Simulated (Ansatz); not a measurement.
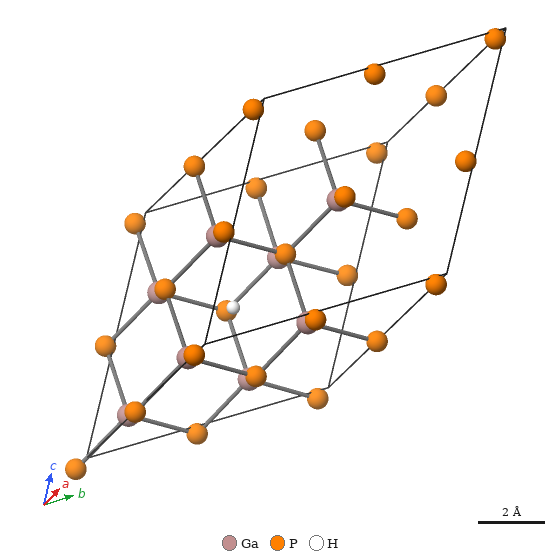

This ball-and-stick model is shown from a general direction. The parallelepiped is the supercell. The host is GaP, in a cell of 16 sites, and the cell carries a charge of -1.

### Which defect is modelled here, and what are its neighbours?

An interstitial hydrogen atom. It is bonded to no bonds drawn.

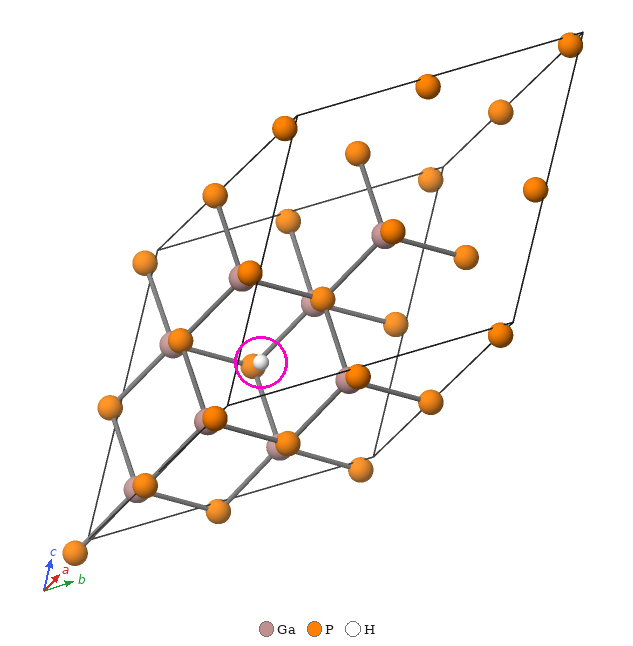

The same cell with a ring at the defect's site.

The atoms were relaxed in the host's cell with DFT PBE, scalar-relativistic, plane waves, PAW in Ansatz 0.2.0.
